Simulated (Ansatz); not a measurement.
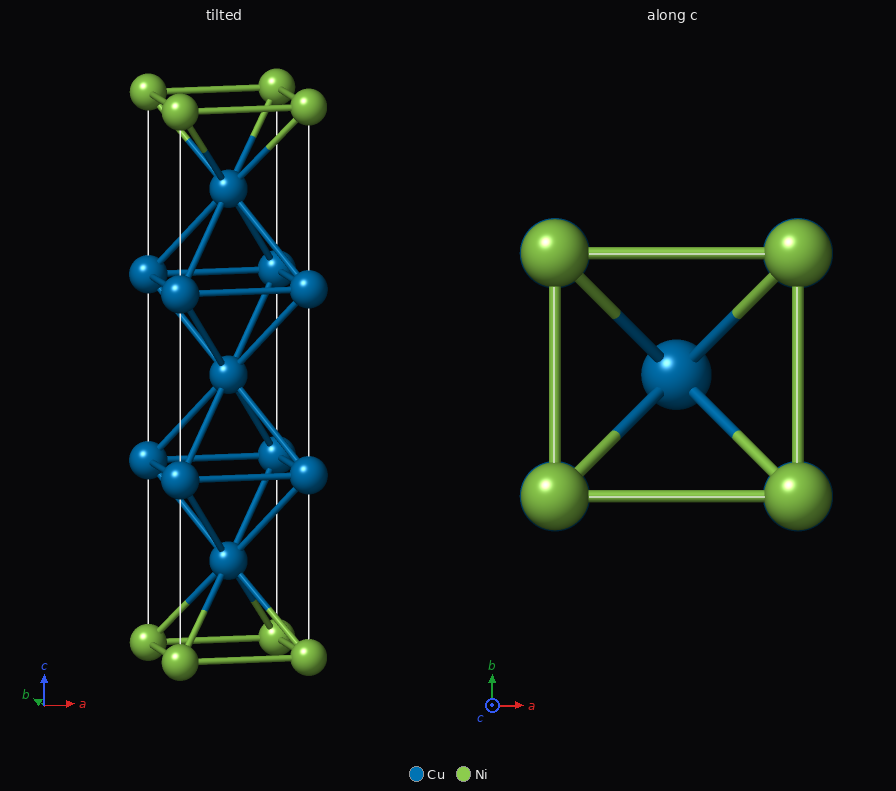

The crystal in a ball-and-stick representation, seen slightly off an axis and along the c axis. Lines trace the edges of the conventional unit cell. Cell: a = 2.56 Å, b = 2.56 Å, c = 10.76 Å, α = 90.00°, β = 90.00°, γ = 90.00°.

The model was built from a structure type filled with these elements by a generator (whether the compound takes this form wasn't checked). Earlier steps of the study, as a rule a relaxation of our own, may have changed the cell and positions, so they can lie some per cent off the listed ones. A calculation with Ansatz used it as input.

**In words:**

This is Cu5Ni. It belongs to space group P4/mmm (No. 123) and has a primitive tetragonal lattice. Content of the cell: 5 Cu, 1 Ni (Z = 1). The Ni atoms are each bonded to eight Cu and four Ni in a cuboctahedral arrangement (about 2.5 Å to Cu, 2.6 Å to Ni). Cu takes three kinds of site: 2h with eight Cu and four Ni in a cuboctahedral arrangement (about 2.6 Å to Cu, 2.5 Å to Ni); 2g with twelve Cu in a cuboctahedral arrangement at about 2.6 Å; 1d with twelve Cu in a cuboctahedral arrangement at about 2.6 Å. The bonds build a three-dimensional framework.

The numbers come from DFT r2SCAN, scalar-relativistic, plane waves, PAW in Ansatz, using E_cut = 500 eV, 14×14×4 k-mesh, Gaussian smearing of 0.1 eV, no spin polarisation (a spin-restricted run, not always the ground state).

**Does it come out as a metal, or with a gap?**

A metal: bands cross the Fermi level.

**What net charge does each kind of atom have (Bader)?**

Cu +0.01 e; Ni -0.05 e.

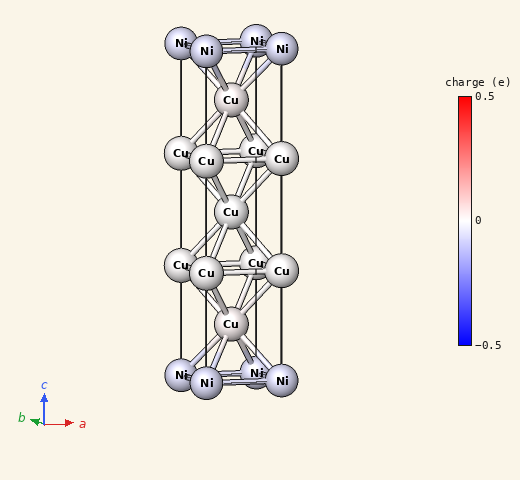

The atoms coloured by those charges. The run's cell of 6 atoms is drawn.

**Is this an equilibrium geometry for the method given?**

No. The largest force is 0.03 eV/Å, on Cu. The pressure is -6.8 GPa, so the cell would contract.
